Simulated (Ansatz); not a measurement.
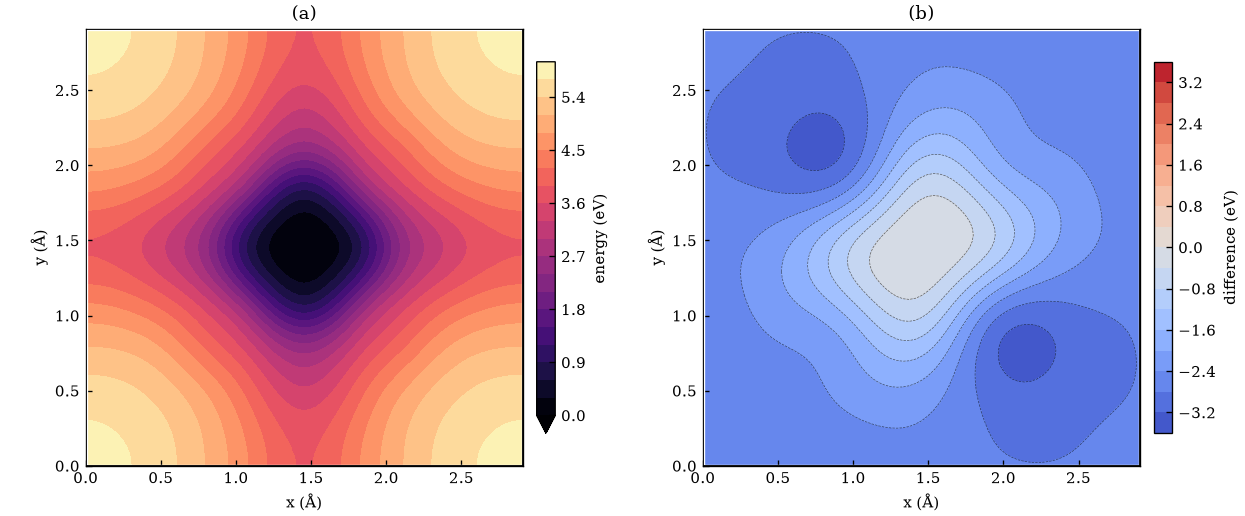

C on a Ti(100) slab cut from the Fm-3m phase, its upper half relaxed before the scan (3 atoms of substrate and one adsorbate in a 1 × 1 cell). C is moved over the surface cell; relaxed at each place: the height of the adsorbate's atoms; substrate rigid; the origin of the map has the adsorbate above Ti3. Places are given modulo a cell vector. The map is drawn in real space over the plane of the surface. Grid: 6 × 6 points; 10 points were computed and 26 follow by symmetry. All energies are given in eV relative to each map's own lowest point. With one adsorbate in each 1 × 1 cell, its nearest image is 2.9 Å away, so neighbouring adsorbates interact. Computed with Ansatz, DFT PBE, scalar-relativistic, plane waves, PAW. Settings: cutoff 420 eV, k-mesh 9×9×1, gaussian smearing 0.1 eV, no spin polarisation.

Panel (a): DFT PBE, scalar-relativistic, plane waves, PAW in Ansatz 0.2.0. Panel (b): the map at Ansatz, DFT PBEsol, scalar-relativistic, plane waves, PAW less the map of (a), each from its own lowest point. With one adsorbate in each 1 × 1 cell, its nearest image is 2.8 Å away, so neighbouring adsorbates interact.

> How does the change of method alter the landscape?

The difference runs from −2.98 eV at (1/6, 4/6) of the cell vectors to 0.00 eV at (3/6, 3/6) of the cell vectors.

PAW datasets: the set soft_1.
